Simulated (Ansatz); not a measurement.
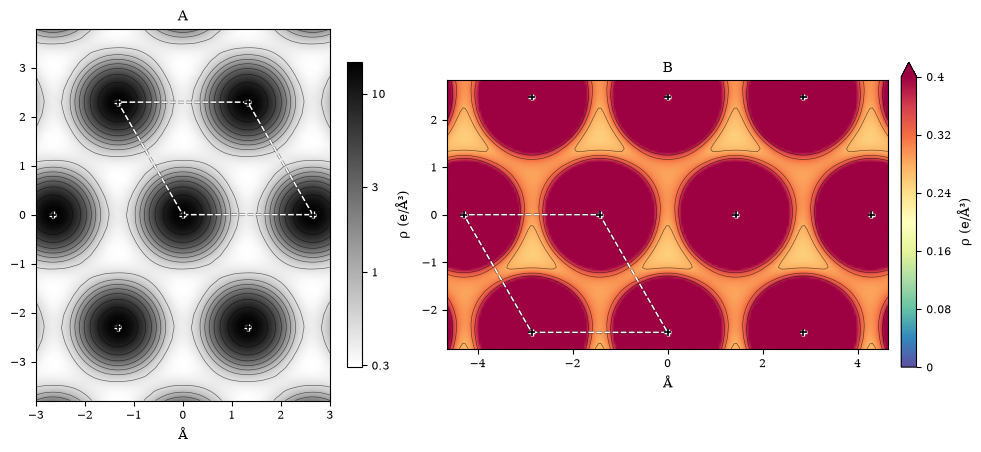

The valence charge density (pseudo) of 2 systems, each on a plane through atoms (crosses mark nuclei in the plane).

The calculation used DFT, r2SCAN, plane waves (500 eV) with PAW, scalar-relativistic in Ansatz.

System 1: Rh, the (001) plane of the conventional cell. Space group P6₃/mmc; set up as Rh, dhcp; a generated structure, not necessarily the stable one; changed on purpose from its base cell (volume × 0.96); computed pressure about 13 GPa in this cell; the program warned that a starting moment wasn't kept; spin-polarised, but the moments vanished.

```xyz
4
Lattice="2.6522 0.0000 0.0000 -1.3261 2.2969 0.0000 0.0000 0.0000 8.6619" Properties=species:S:1:pos:R:3 pbc="T T T"
Rh    0.0000    0.0000    0.0000
Rh    0.0000    0.0000    4.3309
Rh    0.0000    1.5313    2.1655
Rh    1.3261    0.7656    6.4964
```

System 2: Nb, the (001) plane of the conventional cell. Space group P6₃/mmc; set up as Nb, hcp; a generated structure, not necessarily the stable one.

```
Nb
1.0
     2.86103    0.00000    0.00000
    -1.43051    2.47772    0.00000
     0.00000    0.00000    5.24424
Nb
2
Direct
  0.33333 0.66667 0.25000
  0.66667 0.33333 0.75000
```

Match each panel to its system.

Panel A is system 1, Rh: the plane holds Rh. Rh–Rh (2.65 Å): ρ is about 0.39 e/Å³ halfway. Panel B is system 2, Nb: the plane holds Nb. Nb–Nb (2.86 Å): the density is about 0.29 e/Å³ at the midpoint.
